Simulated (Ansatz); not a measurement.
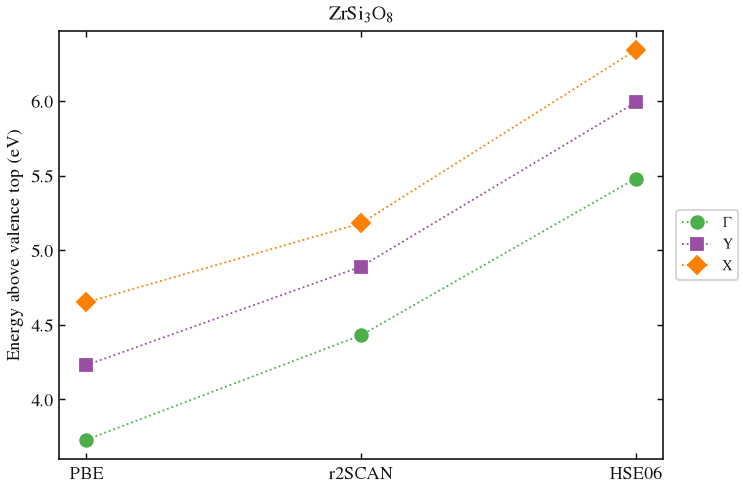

Lowest conduction level at each named k point, counted from the valence-band top at S, by several methods on one cell of ZrSi3O8, space group Pmm2 (No. 25), 12 atoms in the cell, relaxed with r2SCAN; a = 3.47 Å, b = 5.81 Å, c = 5.75 Å, α = 90.00°, β = 90.00°, γ = 90.00°. All runs are without spin-orbit coupling and carry no moments. In reduced coordinates of the cell that was run, Y is (0, 0, −0.5), X is (−0.5, 0, 0) and S is (−0.5, 0, −0.5). The cell is at 7 GPa in PBE.

```
method  program  Γ (eV)  Y (eV)  X (eV)
   PBE   Ansatz    3.73    4.23    4.65
r2SCAN   Ansatz    4.43    4.89    5.18
 HSE06   Ansatz    5.48    5.99    6.34
```

**One method is left out: PBE0. Predict its row. It was run as: PBE0, Ansatz PAW set, 4×4×4 k mesh, 420 eV cutoff, fixed occupations (Ansatz 0.2.0).**

PBE0 keeps the long-range exact exchange that HSE06 screens off, so it lies above HSE06, here by 0.76 eV at Γ. PBE0 gives 6.24 eV at Γ, 6.76 eV at Y and 7.11 eV at X, which is +2.51 eV from PBE at Γ.

**Does PBE0 shift these levels rigidly from PBE?**

The shifts are +2.51 eV at Γ, +2.53 eV at Y and +2.46 eV at X, and at points that aren't plotted +2.56 eV (Z), +2.59 eV (T), +2.49 eV (S), +2.46 eV (U) and +2.49 eV (R): over the named points that both runs hold, a spread of 0.13 eV on a mean of 2.51 eV, so one shift describes them well.

**How do the methods rank at Γ?**

From low to high: PBE 3.73, r2SCAN 4.43, HSE06 5.48, PBE0 6.24 eV.

Settings. PBE: Ansatz PAW set, 8×4×4 k mesh, 420 eV cutoff, Fermi-Dirac smearing of 0.02 eV (Ansatz 0.2.0). r2SCAN: Ansatz PAW set, 8×4×4 k mesh, 500 eV cutoff, fixed occupations (Ansatz 0.2.0). HSE06: Ansatz PAW set, 4×4×4 k mesh, 420 eV cutoff, fixed occupations (Ansatz).

The cell was built by a generator and needn't be a form met in nature. r2SCAN, HSE06 and PBE0: the PAW data sets were made with another functional. LDA, GGA and most meta-GGA functionals understate gaps. HSE06 and PBE0: the k mesh is coarse, so the values aren't converged, least of all with exact exchange. In reduced coordinates of the cell that was run, Z is (0, −0.5, 0), T is (0, −0.5, −0.5), S is (−0.5, 0, −0.5), U is (−0.5, −0.5, 0) and R is (−0.5, −0.5, −0.5).
